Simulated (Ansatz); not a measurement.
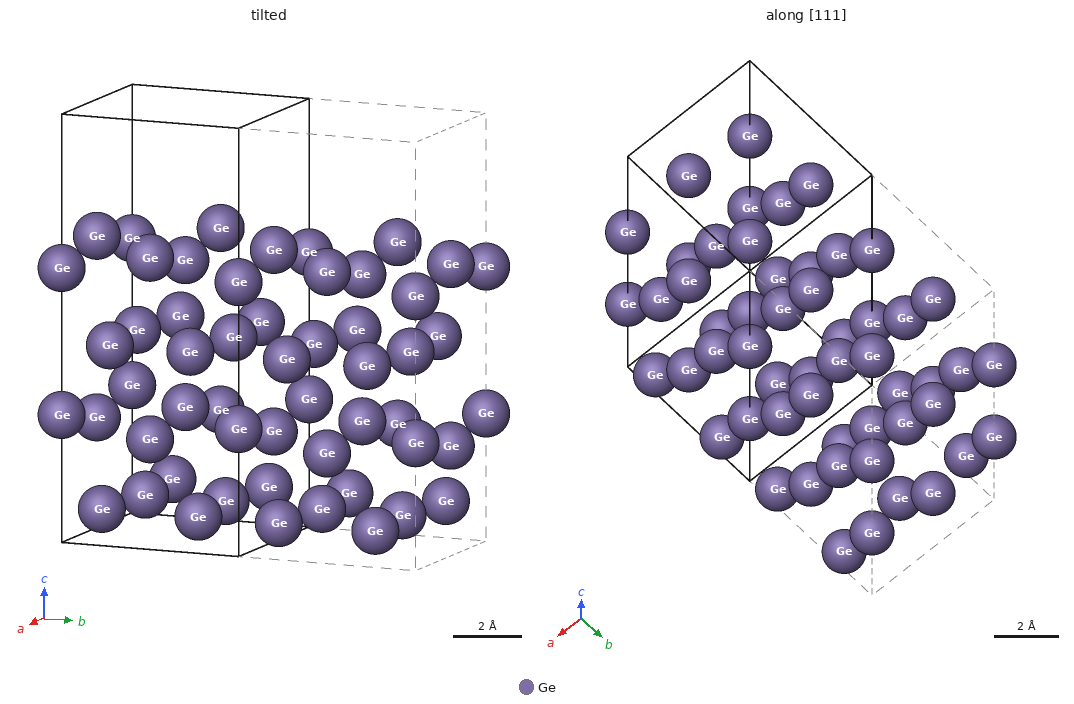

Spheres-only representation of a periodic structure, projected slightly off an axis and along [111]. The drawing covers 1×2×1 cells, and the solid lines enclose one conventional unit cell. Cell: a = 5.224 Å, b = 5.702 Å, c = 12.873 Å, α = 90.00°, β = 90.00°, γ = 90.00°.

Give a description of the structure.

The element is germanium. The space group is Cmm2 (No. 35); the lattice is base-centred orthorhombic. The cell holds 16 atoms.

The cell started as a structure listed in the Materials Project. The cell was then strained or its atoms displaced on purpose. Ansatz was used for an electronic-structure calculation on it.

At this level of theory the run's own cell isn't at rest (forces up to 0.6 eV/Å), so its distances can differ from those at equilibrium, the more so the softer the solid.
